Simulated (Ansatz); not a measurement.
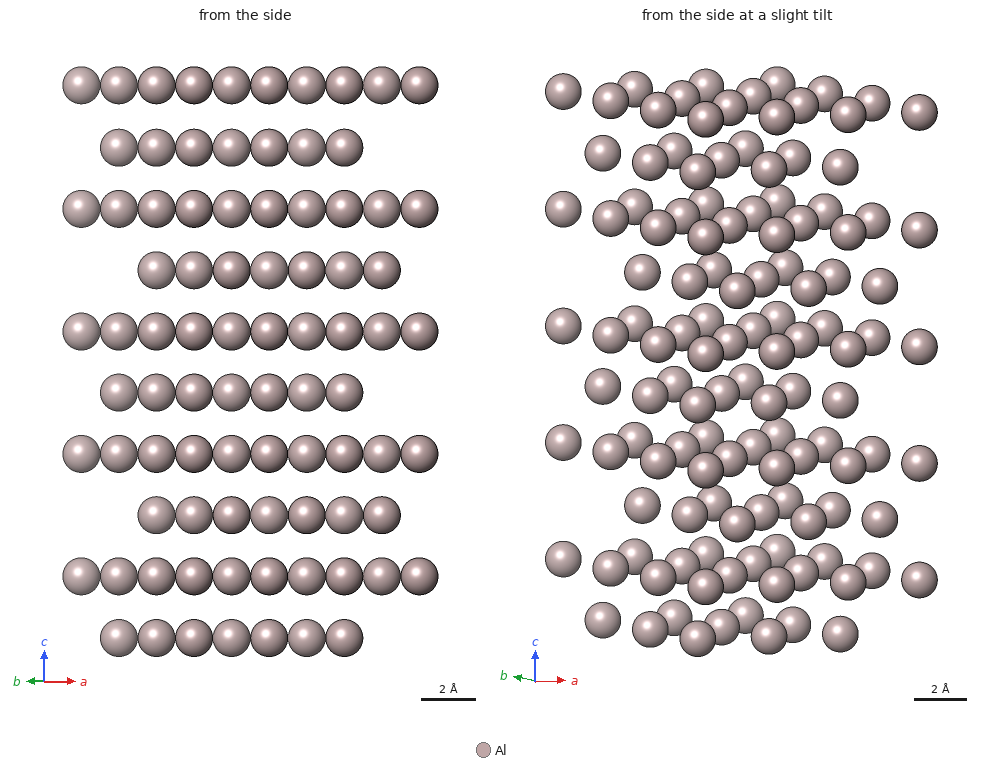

A spheres-only picture of a periodic slab, seen from the side and from the side at a slight tilt. The surface normal points up in side views; the vacuum is left out. 3×3 cells are drawn in the plane, with atoms at the edges repeated.

The cell holds 10 Al. The slab was cut from bulk Al (P6_3/mmc).

Give the thickness from the bottom atom to the top atom.

Answer. About 21 Å from the lowest to the highest atom.

Give the sequence of planes from the top.

Answer. Ten planes: Al / Al / Al / Al / Al / Al / Al / Al / Al / Al.

What facet is shown?

Answer. (0 0 1).

Level of theory and settings: DFT r2SCAN, scalar-relativistic, plane waves, PAW in Ansatz 0.2.0, plane-wave cutoff 500 eV, k-mesh 12×12×1, Gaussian smearing of 0.1 eV, no spin polarisation.

Estimate the work function for the two faces.

Answer. 4.05 eV on both faces.

The structure was taken from a structure listed in the Materials Project, from which a slab was cut. The atoms were relaxed in a fixed cell with DFT r2SCAN, scalar-relativistic, plane waves, PAW (Ansatz).
